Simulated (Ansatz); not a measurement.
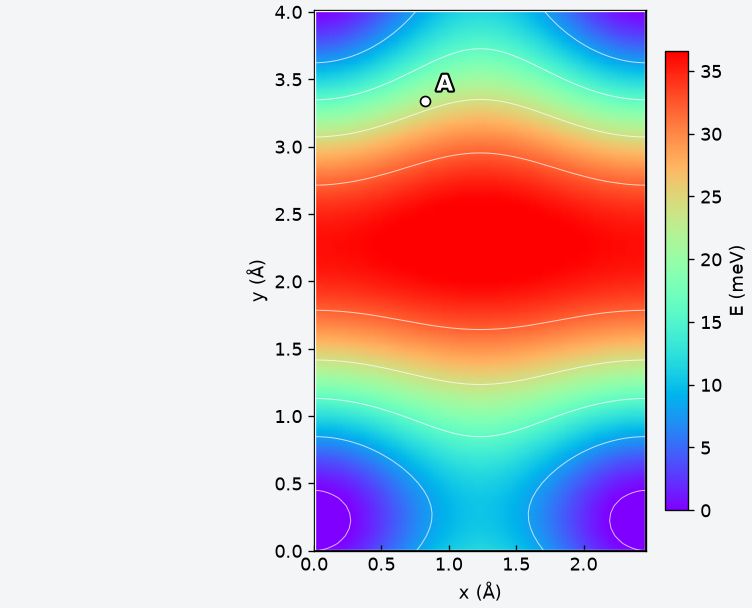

H on a C(011) slab cut from the Fmmm phase, its upper half relaxed before the scan (12 atoms of substrate and one adsorbate in a 2 × 1 cell). H is moved over the surface cell at a fixed height above a rigid substrate; the origin of the map has the adsorbate above C11; the height is held at 3.10 Å. Places are given modulo a cell vector. The map is drawn in real space over the plane of the surface. The grid has 6 × 6 points; 24 points were computed and 12 follow by symmetry. Places are given in fractions of the 1 × 1 surface cell. Energies are in meV, from the lowest grid point. At a fixed height the lowest place need not be the adsorption site. Computed with DFT PBE+D3(BJ), scalar-relativistic, plane waves, PAW in Ansatz. Settings: cutoff 420 eV, k-mesh 6×7×1, gaussian smearing 0.05 eV, spin-polarised.

The picture shows a smooth colour map with a few white contour lines, the outline of one cell of the plane, the point A. Between grid points the surface is interpolated.

**Is A at rest? If not, where is it pushed?**

A, at (2/6, 5/6) of the cell vectors, is not a stationary point. The computed force is 0.026 eV/Å in the plane, pointing up in the picture (components −0.009 and 0.024 eV/Å).

PAW datasets: the set soft_1.
